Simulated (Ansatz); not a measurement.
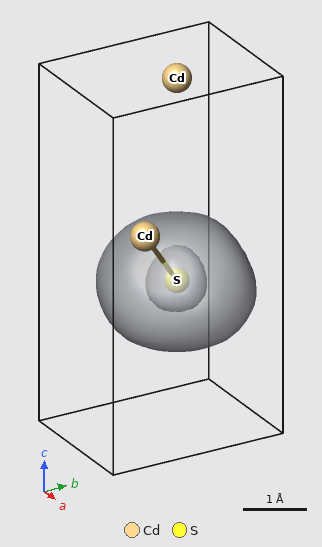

The picture shows: Cd₂S. Isosurface of the ELF at 0.65 (grey), seen slightly off an axis. Core shells and regions of very low density are left out. Sticks mark near contacts.

Space group P3m1; a structure from a database of computed crystals, not necessarily the ambient phase.

These are results of Ansatz 0.2.0, Kohn-Sham DFT of a periodic cell, PBE, Ansatz PAW, not measurements.

The calculation's input:

```
crystal:
  lattice:
    - [4.0148164244, 0.0, 0.0]
    - [-2.0074082122, 3.4769330151, 0.0]
    - [0.0, 0.0, 5.8856375034]
  atoms:
    - { symbol: Cd, position: [0.3333333333, 0.6666666667, 0.932717] }
    - { symbol: Cd, position: [0.6666666667, 0.3333333333, 0.578735] }
    - { symbol: S, position: [0.3333333333, 0.6666666667, 0.365705] }
hamiltonian:
  xc: pbe
  pseudopotentials: { kind: paw }
kpoints:
  mp_grid: { grid: [8, 8, 5] }
scf:
  occupations: { method: fermi_dirac, width: 0.05 }
output:
  forces: true
  stress: true
  eigenvalues: true
  write_density: true
  write_potential: true
  elf: true
  volumetric_format: npy
```

Command:

```sh
ansatz run input.yaml --threads 2 --pin off --max-ram 5120MiB --backend cpu --events-out ev --progress --plain --runs-dir out
```

Below, planes, directions and counts refer to the conventional cell (a = 4.01 Å, b = 4.01 Å, c = 5.89 Å, α = 90.00°, β = 90.00°, γ = 120.00°).

Q: Where are the electrons localised?

A: The ELF exceeds this value in one region wrapped around S (its valence shell), counted in one cell of 3 atoms. Regions shared between cells count once. Along the contacts the grid gives the following. Cd–S (2.55 Å): the ELF peaks at about 0.85 in the valence shell of S, 0.8 Å from its nucleus, and is about 0.35 at the midpoint. Cd–S (2.64 Å): the ELF peaks at about 0.90 in the valence shell of S, 0.8 Å from its nucleus, and drops to about 0.15 between the two atoms.
